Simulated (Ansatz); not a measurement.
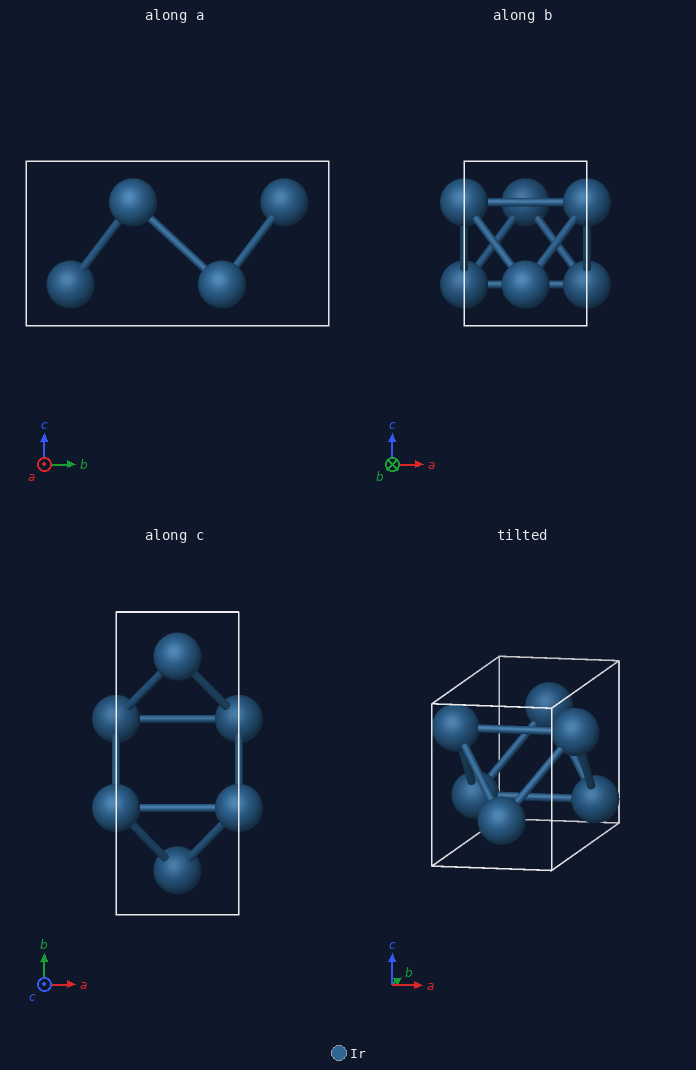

We look at a ball-and-stick model of the crystal along the a axis, along the b axis, along the c axis and slightly off an axis. The parallelepiped is the conventional unit cell.

Lattice parameters: a = 2.5463 Å, b = 6.2791 Å, c = 3.4106 Å, α = 90.000°, β = 90.000°, γ = 90.000°.

**Transcribe the picture into a CIF in P1 with every atom of the cell, with free fractional coordinates to two decimals.**

```cif
data_structure
_symmetry_space_group_name_H-M 'P 1'
_symmetry_Int_Tables_number 1
_cell_length_a 2.5463
_cell_length_b 6.2791
_cell_length_c 3.4106
_cell_angle_alpha 90.000
_cell_angle_beta 90.000
_cell_angle_gamma 90.000
_cell_volume 54.53
loop_
_atom_site_label
_atom_site_type_symbol
_atom_site_fract_x
_atom_site_fract_y
_atom_site_fract_z
_atom_site_occupancy
Ir1 Ir 0.50 0.15 0.25 1
Ir2 Ir 0.00 0.35 0.75 1
Ir3 Ir 0.00 0.65 0.25 1
Ir4 Ir 0.50 0.85 0.75 1
```

The initial geometry was a structure type filled with this element by a generator (whether the element takes this form wasn't checked). Earlier steps of the study may have refined or changed the cell and positions. An electronic-structure calculation with Ansatz was run on it.

At this level of theory the cell isn't at rest (compressed, at 56 GPa), so its distances can differ from those at equilibrium, the more so the softer the solid.
